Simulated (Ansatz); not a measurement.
## Electronic structure of BiTe$_{2}$ (slab) in real space

Input

```
crystal:
  lattice:
    - [4.4465494044, 0.0, 0.0]
    - [-2.2232747022, 3.8508247434, 0.0]
    - [0.0, 0.0, 32.7228911982]
  atoms:
    - { symbol: Te, position: [0.6666666667, 0.3333333333, 0.3361561157] }
    - { symbol: Bi, position: [0.0, 0.0, 0.3989485963] }
    - { symbol: Te, position: [0.3333333333, 0.6666666667, 0.4514694527] }
    - { symbol: Te, position: [0.6666666667, 0.3333333333, 0.5485305473] }
    - { symbol: Bi, position: [0.0, 0.0, 0.6010514037] }
    - { symbol: Te, position: [0.3333333333, 0.6666666667, 0.6638438843] }
basis:
  ecutwfc: 420
kpoints:
  mp_grid: { grid: [9, 9, 1] }
hamiltonian:
  xc: pbe
scf:
  occupations: { method: gaussian, width: 0.05 }
output:
  forces: true
  stress: true
  eigenvalues: true
  write_density: true
  write_potential: true
  elf: true
  volumetric_format: npy
efield:
  axis: 3
  dipole_correction: true
  ramp_width: 0.04
```

Command:

```sh
ansatz run input.yaml --threads 1 --pin off --max-ram 2560MiB --backend cpu --events-out ev --progress --plain --runs-dir out
```

Not relaxed (largest force 0.9 eV/Å).

All numbers below come from DFT PBE, scalar-relativistic, plane waves, PAW in Ansatz 0.2.0.

Core electrons are frozen (PAW), and the valence fields are smoothed inside the atomic spheres.

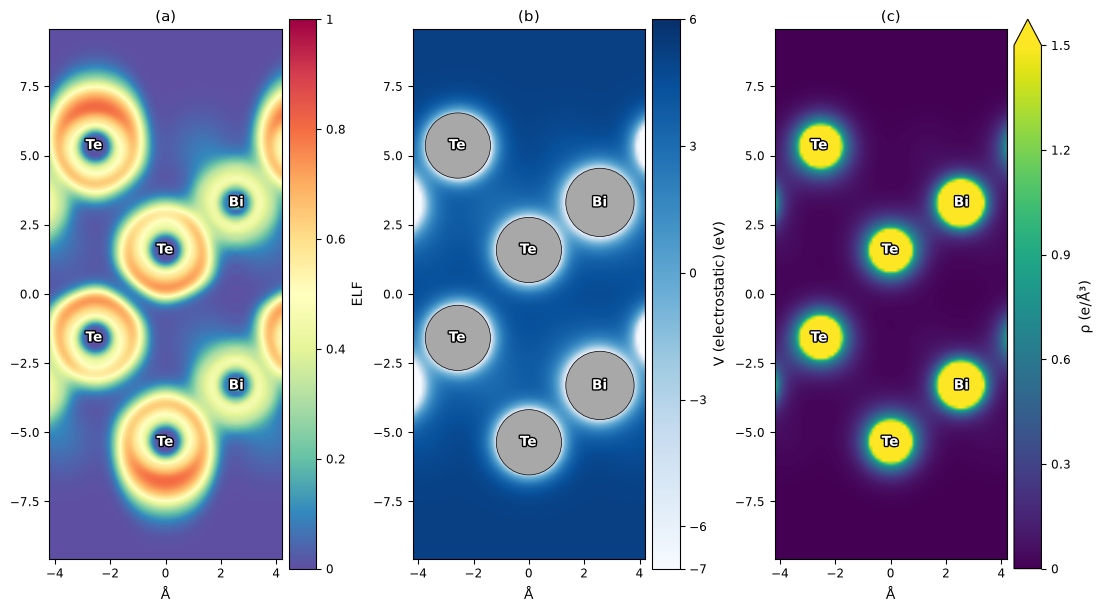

Figure 1. (a) ELF; (b) electrostatic potential (local pseudopotential plus Hartree) felt by an electron; (c) valence charge density (pseudo) on the (110) plane of the calculation cell, a cut from vacuum to vacuum. Grey discs cover the atomic cores in the potential map.

Describe what can be read from this map.

Answer. The plane passes through Te and Bi nuclei. Bi–Te (3.09 Å): the density is about 0.28 e/Å³ at the midpoint; the ELF peaks at about 0.65 in the valence shell of Te, 1.3 Å from its nucleus, and drops to about 0.35 between the two atoms. Bi–Te (3.29 Å): ρ is about 0.2 e/Å³ halfway; the ELF peaks at about 0.65 in the valence shell of Te, 1.3 Å from its nucleus, and drops to about 0.35 between the two atoms. The density dies away to nearly zero in the vacuum. The ELF also peaks beside Te, away from the bonds: lone-pair regions. The features right at Bi lie inside the PAW spheres, where the map follows smoothed inner orbitals and isn't to be read closely. Outside the cores the potential energy rises away from the atoms and is highest in the vacuum; its zero is arbitrary.

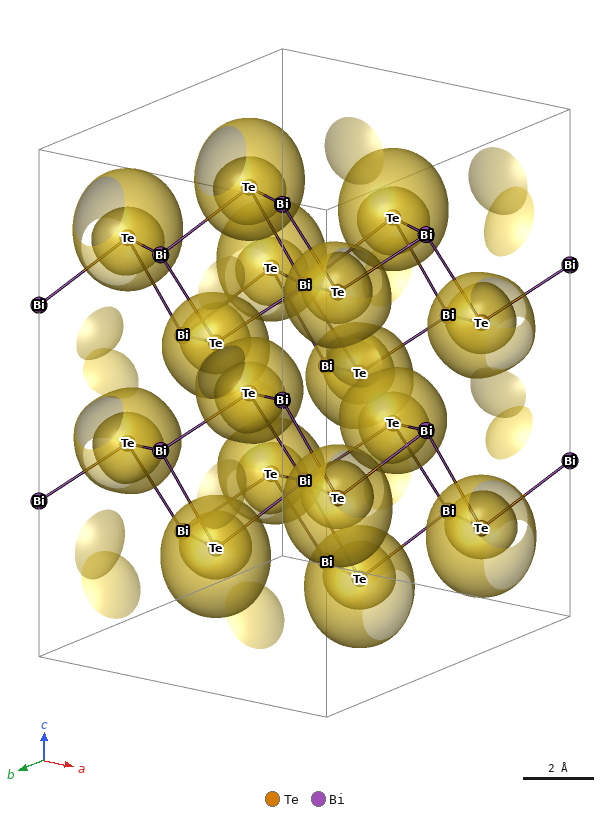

Figure 2. Isosurface of the electron localisation function at 0.55 (yellow), seen at an oblique angle. Only the valence region is drawn (cores and ρ < 0.01 e/Å³ removed). Sticks mark near contacts.

Identify the bonds, lone pairs and shells in this picture.

Answer. The surface consists of four regions wrapped around Te (the valence shell of each), counted in one cell of 6 atoms. Counts are for one cell; the picture repeats the cell along the surface.

Metal or insulator at this level of theory?

Answer. It is gapless in this calculation (a metal or semimetal).
